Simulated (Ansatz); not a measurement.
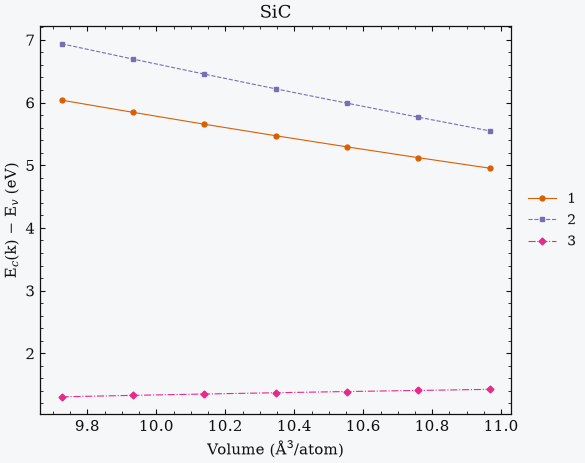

Lowest conduction level at each named k point, counted from the valence-band top at Γ. The curves are numbered.

System: zincblende SiC, space group F-43m, 2 atoms in the primitive cell. The cell is scaled uniformly. Level of theory: RPBE with D4 dispersion, Ansatz PAW, no spin polarisation, no spin-orbit coupling, 10×10×10 k mesh, 420 eV cutoff, Fermi-Dirac smearing of 0.05 eV; code Ansatz.

**Which curve belongs to which k point: L, X and Γ?**

1 is L; 2 is Γ; 3 is X. X rises by 0.11 eV, L falls by 1.09 eV and Γ falls by 1.39 eV.

**Which of these conduction levels is lowest, and does that change?**

The lowest is the one at X, over the whole range, so among these points the gap stays indirect.

The PAW data sets were made with another functional. LDA, GGA and most meta-GGA functionals understate gaps.
